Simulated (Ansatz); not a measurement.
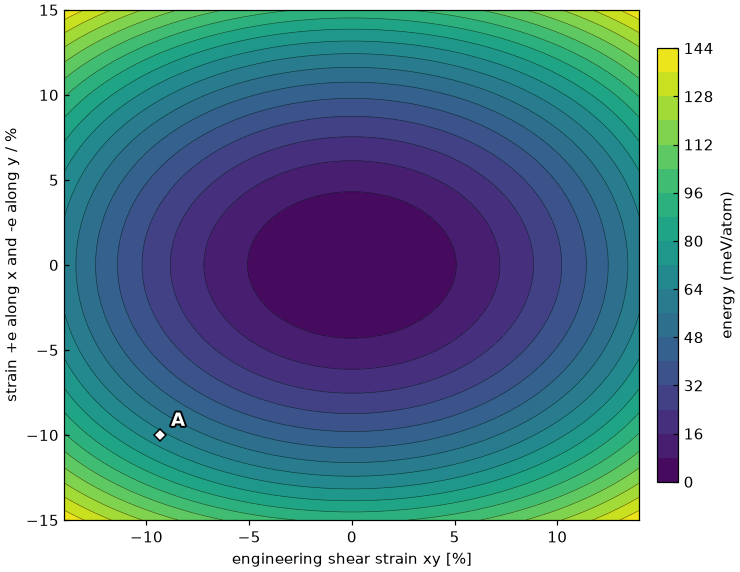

Cu (Fm-3m, No. 225; 1 atom in the cell). The energy is mapped over two homogeneous strains (x, y and z along the cube axes). Coordinates scanned: (1) engineering shear strain xy; (2) strain +e along x and -e along y. Nothing is relaxed (symmetry fixes all fractional coordinates). Grid: 7 × 7 points; 16 points were computed and 33 follow by symmetry. Points are written as (first, second). Energies: meV/atom, counted from the lowest grid point. These are results of DFT PBE, scalar-relativistic, plane waves, PAW in Ansatz, not measurements. Settings: cutoff 520 eV, k-mesh 20×20×20, gaussian smearing 0.15 eV, no spin polarisation.

In the figure: filled contours, the point A. Between grid points the surface is interpolated.

**Which way does the force act at A, and how strong is it?**

A, at (−9.3 %, −10 %), is not a stationary point. The computed force is 5.1 meV/atom for each 1 % towards larger values of engineering shear strain xy and 7.6 meV/atom for each 1 % towards larger values of the second coordinate.

PAW datasets: the set soft_1.
